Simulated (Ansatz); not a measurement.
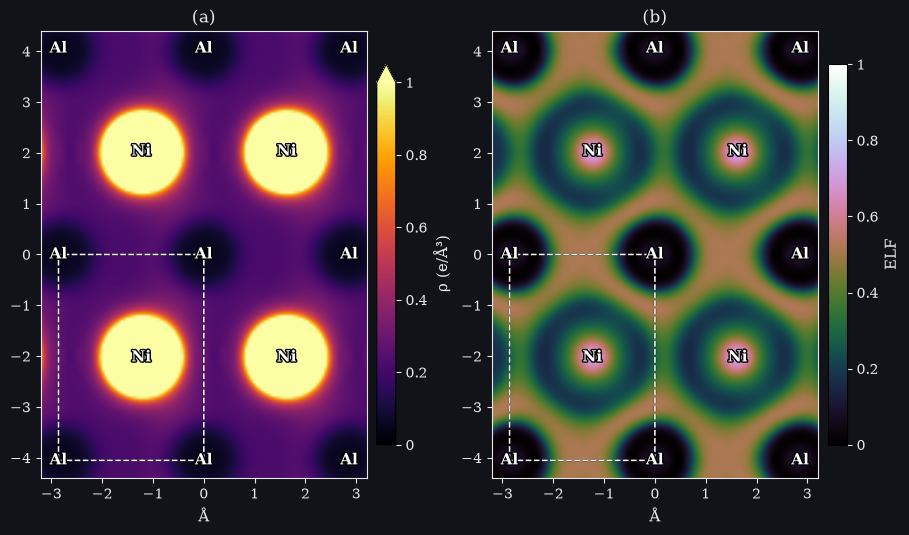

AlNi. (a) valence charge density (pseudo); (b) ELF on the (11̄0) plane of the standardised cell.

Space group Pmm2; a structure from a database of computed crystals, not necessarily the ambient phase; changed on purpose from its base cell (atom 1 (Al) moved by (-0.200, +0.000) A along [1 1 0] and z); not relaxed (largest force 1.3 eV/Å); computed pressure about 3 GPa in this cell; computed without spin polarisation.

Method: Ansatz, DFT r2SCAN, scalar-relativistic, plane waves, PAW.

```
CELL_PARAMETERS angstrom
0.00000 0.00000 2.87002
2.02239 -2.02217 0.00000
2.02239 2.02217 0.00000
ATOMIC_POSITIONS crystal
Al 0.00000 0.00000 0.93007
Ni 0.50000 0.50000 0.50000
```

Interpret the plot.

- The section cuts through Al and Ni sites.
- Al–Ni (2.37 Å): the density is about 0.36 e/Å³ at the midpoint; the ELF is about 0.40 at the midpoint.
- Al–Ni (2.60 Å): ρ is about 0.26 e/Å³ halfway; the ELF is about 0.40 at the midpoint.
- Between the atoms the lowest density in this plane is 0.2 e/Å³.
- The features right at Ni lie inside the PAW spheres, where the map follows smoothed inner orbitals and isn't to be read closely.
